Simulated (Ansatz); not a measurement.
MgO (space group P6_3/mmc, No. 194): coordinates from a relaxation with DFT PBEsol, scalar-relativistic, plane waves, PAW (Ansatz).

```
CELL_PARAMETERS angstrom
3.49395 0.00000 0.00000
-1.74698 3.02585 0.00000
0.00000 0.00000 4.19404
ATOMIC_POSITIONS crystal
Mg 0.66667 0.33333 0.75000
Mg 0.33333 0.66667 0.25000
O 0.66667 0.33333 0.25000
O 0.33333 0.66667 0.75000
```

Describe the stacking along c, with columns A (0, 0), B (1/3, 2/3), C (2/3, 1/3) of the hexagonal mesh.

Mg(B)+O(C) – O(B)+Mg(C) (two layers in 4.19 Å).

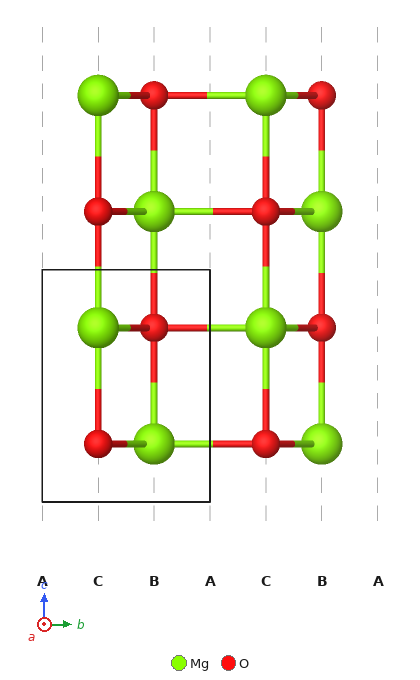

The picture looks along a close-packed row of the hexagonal mesh; c points upwards. The dashed lines mark the three columns A (0, 0), B (1/3, 2/3) and C (2/3, 1/3). The sequence starts with the first layer at or above the cell's origin.
